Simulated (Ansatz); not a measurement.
Structure data:

```
Al O
1.0
     2.93744    0.00000    0.00000
     0.00000    9.99239    0.00000
     0.00000    0.00000    3.62866
Al O
4 8
Direct
  0.00000 0.66253 0.25000
  0.50000 0.83747 0.75000
  0.50000 0.16253 0.25000
  0.00000 0.33747 0.75000
  0.50000 0.79458 0.25000
  0.00000 0.70542 0.75000
  0.50000 0.53048 0.25000
  0.00000 0.96952 0.75000
  0.00000 0.29458 0.25000
  0.50000 0.20542 0.75000
  0.00000 0.03048 0.25000
  0.50000 0.46952 0.75000
```

> Give a crystallographic description of this input.

Formula: AlO2. The structure has Cmcm (No. 63) symmetry and a base-centred orthorhombic lattice. It has 12 atoms to the cell (4 Al, 8 O). The coordination shell of Al holds six O at 1.86 to 1.97 Å. O takes two kinds of site: 4c with four Al at 1.86 to 1.97 Å; 4c with two Al in a bent arrangement at 1.97 Å. The bonds build AlO2 layers parallel to (010).

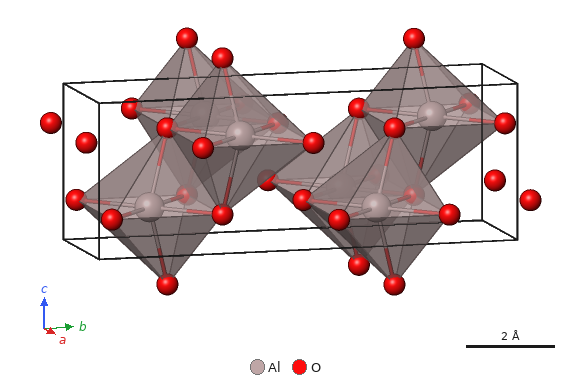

Structure drawing (polyhedral), viewed slightly off an axis. Thin lines show the conventional unit cell, with boundary atoms drawn in all their periodic places. Some atoms of the next cells are drawn as well.

The initial geometry was a structure listed in the Materials Project. The structure drawn was relaxed with DFT PBE, scalar-relativistic, plane waves, PAW in Ansatz.
